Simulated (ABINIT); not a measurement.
# Phonon calculation of W (part 2 of 2)

The same run, continued: W (Pbcm, 4 atoms in the cell); Kohn-Sham DFT of a periodic cell, LDA, PseudoDojo NC SR LDA v0.4.1 standard, no spin polarisation (ABINIT 10.8.3); cutoff 952.4 eV, 8×6×6 k-mesh, methfessel-paxton of 0.1 eV. The structure derives from a Materials Project entry.

Geometry of the input (Å; fractional positions):
```
2.8097  0.0000  0.0000
0.0000  4.8639  0.0000
0.0000  0.0000  4.9237
W  0.7932  0.9368  0.7500
W  0.2068  0.4368  0.7500
W  0.2068  0.0632  0.2500
W  0.7932  0.5632  0.2500
```

**The program's output, continued**
```
 ==>  initialize data related to q vector <==

 The list of irreducible perturbations for this q vector is:
    1)    idir= 1    ipert=   1
    2)    idir= 2    ipert=   1
    3)    idir= 3    ipert=   1

================================================================================

 The perturbation idir=   1  ipert=   2 is
 symmetric of a previously calculated perturbation.
 So, its SCF calculation is not needed.

 The perturbation idir=   2  ipert=   2 is
 symmetric of a previously calculated perturbation.
 So, its SCF calculation is not needed.

 The perturbation idir=   3  ipert=   2 is
 symmetric of a previously calculated perturbation.
 So, its SCF calculation is not needed.

 The perturbation idir=   1  ipert=   3 is
 symmetric of a previously calculated perturbation.
 So, its SCF calculation is not needed.

 The perturbation idir=   2  ipert=   3 is
 symmetric of a previously calculated perturbation.
 So, its SCF calculation is not needed.

 The perturbation idir=   3  ipert=   3 is
 symmetric of a previously calculated perturbation.
 So, its SCF calculation is not needed.

 The perturbation idir=   1  ipert=   4 is
 symmetric of a previously calculated perturbation.
 So, its SCF calculation is not needed.

 The perturbation idir=   2  ipert=   4 is
 symmetric of a previously calculated perturbation.
 So, its SCF calculation is not needed.

 The perturbation idir=   3  ipert=   4 is
 symmetric of a previously calculated perturbation.
 So, its SCF calculation is not needed.

--------------------------------------------------------------------------------
 Perturbation wavevector (in red.coord.)   0.000000  0.000000  0.000000
 Perturbation : displacement of atom   1   along direction   1
 Found     2 symmetries that leave the perturbation invariant.
 symkpt : the number of k-points, thanks to the symmetries,
 is reduced to   104 .

--------------------------------------------------------------------------------

--------------------------------------------------------------------------------

 dfpt_looppert : total number of electrons, from k and k+q
  fully or partially occupied states are    5.600000E+01 and    5.600000E+01.
 Initialisation of the first-order wave-functions :
  ireadwf=   0

--- !BeginCycle
iteration_state: {dtset: 2, }
solver: {iscf: 7, nstep: 80, nline: 4, wfoptalg: 0, }
tolerances: {tolvrs: 1.00E-10, }
...

     iter   2DEtotal(Ha)        deltaE(Ha) residm    vres2
-ETOT  1   1.5529976962841     -1.448E+03 2.227E+00 9.587E+02
 ETOT  2   1.7372883307819      1.843E-01 5.609E-01 4.301E+03
 ETOT  3  0.76395403295803     -9.733E-01 2.708E-02 3.587E+02
 ETOT  4  0.67234886057165     -9.161E-02 3.611E-02 7.984E+00
 ETOT  5  0.67087666767495     -1.472E-03 6.712E-03 3.048E+00
 ETOT  6  0.66990965059742     -9.670E-04 9.271E-03 1.789E-03
 ETOT  7  0.66990875461349     -8.960E-07 2.394E-03 7.796E-05
 ETOT  8  0.66990873732240     -1.729E-08 3.476E-03 1.917E-05
 ETOT  9  0.66990873670395     -6.185E-10 9.174E-04 1.846E-05
 ETOT 10  0.66990873210395     -4.600E-09 1.325E-03 4.099E-08
 ETOT 11  0.66990873209099     -1.296E-11 3.505E-04 2.752E-10
 ETOT 12  0.66990873210759      1.660E-11 5.052E-04 3.730E-11

 At SCF step   12       vres2   =  3.73E-11 < tolvrs=  1.00E-10 =>converged.
================================================================================

 ----iterations are completed or convergence reached----

 Mean square residual over all n,k,spin=   28.464E-08; max=  50.517E-05

 2DEtotal=    0.6699087321E+00 Ha. Also 2DEtotal=    0.182291452589E+02 eV
    (2DErelax=   -1.4486714426E+03 Ha. 2DEnonrelax=    1.4493413513E+03 Ha)
    (  non-var. 2DEtotal :    6.6990905089E-01 Ha)

--------------------------------------------------------------------------------
 Perturbation wavevector (in red.coord.)   0.000000  0.000000  0.000000
 Perturbation : displacement of atom   1   along direction   2
 Found     2 symmetries that leave the perturbation invariant.
 symkpt : the number of k-points, thanks to the symmetries,
 is reduced to   104 .

--------------------------------------------------------------------------------

--------------------------------------------------------------------------------

 dfpt_looppert : total number of electrons, from k and k+q
  fully or partially occupied states are    5.600000E+01 and    5.600000E+01.
 Initialisation of the first-order wave-functions :
  ireadwf=   0

--- !BeginCycle
iteration_state: {dtset: 2, }
solver: {iscf: 7, nstep: 80, nline: 4, wfoptalg: 0, }
tolerances: {tolvrs: 1.00E-10, }
...

     iter   2DEtotal(Ha)        deltaE(Ha) residm    vres2
-ETOT  1   18.735154004745     -4.886E+03 6.190E+00 4.105E+04
 ETOT  2   27.412581329273      8.677E+00 1.979E+00 6.188E+04
 ETOT  3   12.896703387927     -1.452E+01 1.630E-01 1.312E+04
 ETOT  4   7.8083457239719     -5.088E+00 1.024E-01 1.501E+01
 ETOT  5   7.8100258867945      1.680E-03 3.947E-02 2.706E+01
 ETOT  6   7.8035788453982     -6.447E-03 1.997E-02 1.630E-01
 ETOT  7   7.8035361261119     -4.272E-05 9.153E-03 2.146E-02
 ETOT  8   7.8035344573528     -1.669E-06 4.839E-03 1.435E-02
 ETOT  9   7.8035311768919     -3.280E-06 2.020E-03 2.999E-05
 ETOT 10   7.8035311678942     -8.998E-09 1.184E-03 2.120E-07
 ETOT 11   7.8035311678888     -5.457E-12 6.706E-04 8.655E-09
 ETOT 12   7.8035311679743      8.549E-11 2.923E-04 8.993E-09
 ETOT 13   7.8035311677760     -1.983E-10 2.503E-04 1.195E-09
 ETOT 14   7.8035311678678      9.186E-11 8.458E-05 3.514E-11

 At SCF step   14       vres2   =  3.51E-11 < tolvrs=  1.00E-10 =>converged.
================================================================================

 ----iterations are completed or convergence reached----

 Mean square residual over all n,k,spin=   15.801E-08; max=  84.585E-06

 2DEtotal=    0.7803531168E+01 Ha. Also 2DEtotal=    0.212344900691E+03 eV
    (2DErelax=   -4.8967400503E+03 Ha. 2DEnonrelax=    4.9045435815E+03 Ha)
    (  non-var. 2DEtotal :    7.8035325340E+00 Ha)

--------------------------------------------------------------------------------
 Perturbation wavevector (in red.coord.)   0.000000  0.000000  0.000000
 Perturbation : displacement of atom   1   along direction   3
 The set of symmetries contains only one element for this perturbation.
 symkpt : not enough symmetry to change the number of k points.

--------------------------------------------------------------------------------

--------------------------------------------------------------------------------

 dfpt_looppert : total number of electrons, from k and k+q
  fully or partially occupied states are    5.600000E+01 and    5.600000E+01.
 Initialisation of the first-order wave-functions :
  ireadwf=   0

--- !BeginCycle
iteration_state: {dtset: 2, }
solver: {iscf: 7, nstep: 80, nline: 4, wfoptalg: 0, }
tolerances: {tolvrs: 1.00E-10, }
...

     iter   2DEtotal(Ha)        deltaE(Ha) residm    vres2
-ETOT  1   14.824209971905     -5.042E+03 6.193E+00 2.127E+04
 ETOT  2   9.1421999648105     -5.682E+00 3.871E+00 1.680E+03
 ETOT  3   8.7558189616052     -3.864E-01 1.925E-01 2.419E+01
 ETOT  4   8.7507444596181     -5.075E-03 1.874E-01 2.575E+00
 ETOT  5   8.7504639069680     -2.806E-04 3.702E-02 1.662E+00
 ETOT  6   8.7499323264078     -5.316E-04 3.124E-02 2.272E-02
 ETOT  7   8.7499314250549     -9.014E-07 7.491E-03 2.152E-02
 ETOT  8   8.7499257309887     -5.694E-06 8.925E-03 2.306E-05
 ETOT  9   8.7499257292779     -1.711E-09 2.300E-03 2.501E-05
 ETOT 10   8.7499257253953     -3.883E-09 2.864E-03 7.722E-06
 ETOT 11   8.7499257236163     -1.779E-09 7.558E-04 3.499E-09
 ETOT 12   8.7499257235963     -2.001E-11 9.292E-04 7.960E-11

 At SCF step   12       vres2   =  7.96E-11 < tolvrs=  1.00E-10 =>converged.
================================================================================

 ----iterations are completed or convergence reached----

 Mean square residual over all n,k,spin=   38.256E-08; max=  92.920E-05

 2DEtotal=    0.8749925724E+01 Ha. Also 2DEtotal=    0.238097608488E+03 eV
    (2DErelax=   -5.0475885535E+03 Ha. 2DEnonrelax=    5.0563384793E+03 Ha)
    (  non-var. 2DEtotal :    8.7499299422E+00 Ha)

================================================================================

 ---- first-order wavefunction calculations are completed ----

 ==> Compute Derivative Database <==

  Dynamical matrix, in cartesian coordinates,
   if specified in the inputs, asr has been imposed
     j1       j2             matrix element
  dir pert dir pert     real part    imaginary part

   1    1   1    1         0.0237693033        -0.0000000000
   1    1   2    1         0.0091476722         0.0000000000
   1    1   1    2         0.0052756478         0.0000000000
   1    1   2    2         0.0005277607        -0.0000000000
   1    1   1    3        -0.0105470856        -0.0000000000
   1    1   2    3        -0.0091474358        -0.0000000000
   1    1   1    4        -0.0184978654         0.0000000000
   1    1   2    4        -0.0005279972         0.0000000000

   2    1   1    1         0.0091469237         0.0000000000
   2    1   2    1         0.0923736935        -0.0000000000
   2    1   1    2        -0.0005277607        -0.0000000000
   2    1   2    2        -0.1022838229        -0.0000000000
   2    1   1    3        -0.0091471601        -0.0000000000
   2    1   2    3         0.0168640030         0.0000000000
   2    1   1    4         0.0005279972         0.0000000000
   2    1   2    4        -0.0069538737        -0.0000000000

   3    1   3    1         0.1010711189         0.0000000000
   3    1   3    2         0.0143038629        -0.0000000000
   3    1   3    3        -0.0744625963        -0.0000000000
   3    1   3    4        -0.0409123855        -0.0000000000

   1    2   1    1         0.0052756478        -0.0000000000
   1    2   2    1        -0.0005277607         0.0000000000
   1    2   1    2         0.0237693033         0.0000000000
   1    2   2    2        -0.0091476722         0.0000000000
   1    2   1    3        -0.0184978654         0.0000000000
   1    2   2    3         0.0005279972        -0.0000000000
   1    2   1    4        -0.0105470856        -0.0000000000
   1    2   2    4         0.0091474358        -0.0000000000

   2    2   1    1         0.0005277607         0.0000000000
   2    2   2    1        -0.1022838229         0.0000000000
   2    2   1    2        -0.0091469237         0.0000000000
   2    2   2    2         0.0923736935         0.0000000000
   2    2   1    3        -0.0005279972        -0.0000000000
   2    2   2    3        -0.0069538737         0.0000000000
   2    2   1    4         0.0091471601        -0.0000000000
   2    2   2    4         0.0168640030        -0.0000000000

   3    2   3    1         0.0143038629         0.0000000000
   3    2   3    2         0.1010711189        -0.0000000000
   3    2   3    3        -0.0409123855         0.0000000000
   3    2   3    4        -0.0744625963         0.0000000000

   1    3   1    1        -0.0105470856         0.0000000000
   1    3   2    1        -0.0091474358         0.0000000000
   1    3   1    2        -0.0184978654        -0.0000000000
   1    3   2    2        -0.0005279972         0.0000000000
   1    3   1    3         0.0237693033        -0.0000000000
   1    3   2    3         0.0091476722        -0.0000000000
   1    3   1    4         0.0052756478         0.0000000000
   1    3   2    4         0.0005277607         0.0000000000

   2    3   1    1        -0.0091471601         0.0000000000
   2    3   2    1         0.0168640030        -0.0000000000
   2    3   1    2         0.0005279972         0.0000000000
   2    3   2    2        -0.0069538737        -0.0000000000
   2    3   1    3         0.0091469237        -0.0000000000
   2    3   2    3         0.0923736935         0.0000000000
   2    3   1    4        -0.0005277607         0.0000000000
   2    3   2    4        -0.1022838229        -0.0000000000

   3    3   3    1        -0.0744625963         0.0000000000
   3    3   3    2        -0.0409123855        -0.0000000000
   3    3   3    3         0.1010711189         0.0000000000
   3    3   3    4         0.0143038629         0.0000000000

   1    4   1    1        -0.0184978654        -0.0000000000
   1    4   2    1         0.0005279972        -0.0000000000
   1    4   1    2        -0.0105470856         0.0000000000
   1    4   2    2         0.0091474358         0.0000000000
   1    4   1    3         0.0052756478        -0.0000000000
   1    4   2    3        -0.0005277607        -0.0000000000
   1    4   1    4         0.0237693033         0.0000000000
   1    4   2    4        -0.0091476722        -0.0000000000

   2    4   1    1        -0.0005279972        -0.0000000000
   2    4   2    1        -0.0069538737         0.0000000000
   2    4   1    2         0.0091471601         0.0000000000
   2    4   2    2         0.0168640030         0.0000000000
   2    4   1    3         0.0005277607        -0.0000000000
   2    4   2    3        -0.1022838229         0.0000000000
   2    4   1    4        -0.0091469237        -0.0000000000
   2    4   2    4         0.0923736935        -0.0000000000

   3    4   3    1        -0.0409123855         0.0000000000
   3    4   3    2        -0.0744625963        -0.0000000000
   3    4   3    3         0.0143038629        -0.0000000000
   3    4   3    4         0.1010711189         0.0000000000

  Phonon wavevector (reduced coordinates) :  0.00000  0.00000  0.00000
 Phonon energies in Hartree :
  -2.953455E-04  0.000000E+00  0.000000E+00  0.000000E+00  2.440218E-04
   2.809023E-04  3.984864E-04  4.069919E-04  5.991733E-04  7.193385E-04
   8.074012E-04  8.297723E-04
 Phonon frequencies in cm-1    :
  -6.482083E+01  0.000000E+00  0.000000E+00  0.000000E+00  5.355661E+01
   6.165093E+01  8.745766E+01  8.932439E+01  1.315033E+02  1.578766E+02
   1.772041E+02  1.821140E+02

== END DATASET(S) ==============================================================
================================================================================

 -outvars: echo values of variables after computation  --------
            acell      1.0000000000E+00  1.0000000000E+00  1.0000000000E+00 Bohr
           etotal1    -3.0361533542E+02
           etotal2     8.7499257236E+00
            fcart1     1.8483339435E-03  1.5126302988E-03 -3.6032911418E-31
                      -1.8483339435E-03  1.5126302988E-03  4.0272077468E-31
                      -1.8483339435E-03 -1.5126302988E-03  3.1793745369E-31
                       1.8483339435E-03 -1.5126302988E-03 -3.6032911418E-31
            fcart2     0.0000000000E+00  0.0000000000E+00  0.0000000000E+00
                       0.0000000000E+00  0.0000000000E+00  0.0000000000E+00
                       0.0000000000E+00  0.0000000000E+00  0.0000000000E+00
                       0.0000000000E+00  0.0000000000E+00  0.0000000000E+00
            rprim      5.3094916828E+00  0.0000000000E+00  0.0000000000E+00
                       0.0000000000E+00  9.1913822058E+00  0.0000000000E+00
                       0.0000000000E+00  0.0000000000E+00  9.3044350712E+00
           strten1     5.6149060053E-04  5.7853565154E-04  5.4938477414E-04
                       0.0000000000E+00  0.0000000000E+00  0.0000000000E+00
           strten2     0.0000000000E+00  0.0000000000E+00  0.0000000000E+00
                       0.0000000000E+00  0.0000000000E+00  0.0000000000E+00
           xangst      2.2285452264E+00  4.5566825593E+00  3.6927712475E+00
                       5.8111677175E-01  2.1247475610E+00  3.6927712475E+00
                       5.8111677175E-01  3.0718743738E-01  1.2309237492E+00
                       2.2285452264E+00  2.7391224357E+00  1.2309237492E+00
             xred      7.9317200000E-01  9.3684300000E-01  7.5000000000E-01
                       2.0682800000E-01  4.3684300000E-01  7.5000000000E-01
                       2.0682800000E-01  6.3157000000E-02  2.5000000000E-01
                       7.9317200000E-01  5.6315700000E-01  2.5000000000E-01
 Calculation completed.
```

**File anaddb.abo**
```
.Version 10.8.3 of ANADDB
================================================================================

 -outvars_anaddb: echo values of input variables ----------------------

 Miscellaneous information :
         asr         1
      chneut         0
 First list of wavevector (reduced coord.) :
       nph1l         1
       qph1l
                     0.00000000E+00  0.00000000E+00  0.00000000E+00    1.000E+00

================================================================================

 read the DDB information and perform some checks

  ==== Info on the Cryst% object ====
 Real(R)+Recip(G) space primitive vectors, cartesian coordinates (Bohr,Bohr^-1):
 R(1)=  5.3094917  0.0000000  0.0000000  G(1)=  0.1883419  0.0000000  0.0000000
 R(2)=  0.0000000  9.1913822  0.0000000  G(2)=  0.0000000  0.1087976  0.0000000
 R(3)=  0.0000000  0.0000000  9.3044351  G(3)=  0.0000000  0.0000000  0.1074756
 Unit cell volume ucvol=  4.5407102E+02 bohr^3
 Angles (23,13,12)=  9.00000000E+01  9.00000000E+01  9.00000000E+01 degrees
 Time-reversal symmetry is present
 Reduced atomic positions [iatom, xred, symbol]:
    1)    0.7931720  0.9368430  0.7500000   W
    2)    0.2068280  0.4368430  0.7500000   W
    3)    0.2068280  0.0631570  0.2500000   W
    4)    0.7931720  0.5631570  0.2500000   W

 DDB file with 3 blocks has been read.

================================================================================

 Treat the first list of vectors

  Phonon wavevector (reduced coordinates) :  0.00000  0.00000  0.00000
 Phonon energies in Hartree :
  -2.953455E-04  0.000000E+00  0.000000E+00  0.000000E+00  2.440218E-04
   2.809023E-04  3.984864E-04  4.069919E-04  5.991733E-04  7.193385E-04
   8.074012E-04  8.297723E-04
 Phonon frequencies in cm-1    :
  -6.482083E+01  0.000000E+00  0.000000E+00  0.000000E+00  5.355661E+01
   6.165093E+01  8.745766E+01  8.932439E+01  1.315033E+02  1.578766E+02
   1.772041E+02  1.821140E+02

 Analysis of degeneracies and characters (maximum tolerance=1.00E-06 a.u.)
 For each vibration mode, or group of modes if degenerate,
 the characters are given for each symmetry operation (see the list in the log file).
 Symmetry characters of vibration mode #   1
  1.0  1.0  1.0  1.0  1.0  1.0  1.0  1.0
 Symmetry characters of vibration mode #   2
       degenerate with vibration modes #   3 to    4
  3.0 -3.0 -1.0  1.0 -1.0  1.0 -1.0  1.0
 Symmetry characters of vibration mode #   5
  1.0  1.0  1.0  1.0  1.0  1.0  1.0  1.0
 Symmetry characters of vibration mode #   6
  1.0 -1.0  1.0 -1.0 -1.0  1.0 -1.0  1.0
 Symmetry characters of vibration mode #   7
  1.0 -1.0  1.0 -1.0  1.0 -1.0  1.0 -1.0
 Symmetry characters of vibration mode #   8
  1.0  1.0 -1.0 -1.0  1.0  1.0 -1.0 -1.0
 Symmetry characters of vibration mode #   9
  1.0  1.0  1.0  1.0 -1.0 -1.0 -1.0 -1.0
 Symmetry characters of vibration mode #  10
  1.0  1.0 -1.0 -1.0  1.0  1.0 -1.0 -1.0
 Symmetry characters of vibration mode #  11
  1.0 -1.0 -1.0  1.0 -1.0  1.0  1.0 -1.0
 Symmetry characters of vibration mode #  12
  1.0  1.0 -1.0 -1.0 -1.0 -1.0  1.0  1.0

================================================================================

 anaddb : the run completed successfully.
```

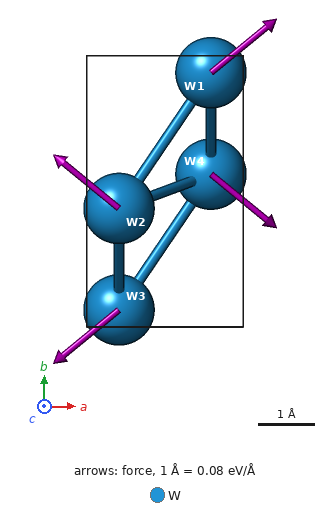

**Figure 1.** Forces on the atoms as pink arrows (ball-and-stick view of the cell of the calculation, along the c axis; atoms are numbered from 1 in the order of the input). The largest act on all 4 W atoms (0.12 eV/Å). The geometry is not a stationary point of this energy.

**Results in brief**

```json
{"quantity": "outcome", "value": "converged"}
{"quantity": "space group (tolerance 0.01 Å)", "value": "Pbcm (57)"}
{"quantity": "electrons treated", "value": "56"}
{"quantity": "free energy", "value": "−8261.7942 eV"}
{"quantity": "Fermi energy", "value": "17.710 eV"}
{"quantity": "gap on the k-point mesh", "value": "none (metallic)"}
{"quantity": "pressure", "value": "−16.57 GPa"}
{"quantity": "largest force (length of the vector)", "value": "0.123 eV/Å"}
{"quantity": "hardware", "value": "4 threads of Arm Neoverse V2, 112 GiB of memory available, shared host"}
{"quantity": "wall time", "value": "15 min (CPU time 58 min)"}
{"quantity": "peak memory", "value": "1.5 GiB"}
```

**Notes**

Points of doubt noted for this run: atoms not at rest; k mesh coarse for metal response. Spin–orbit coupling is left out, which matters for W. The cell is under a tension of 16.6 GPa at this level, so it is not at its equilibrium volume.
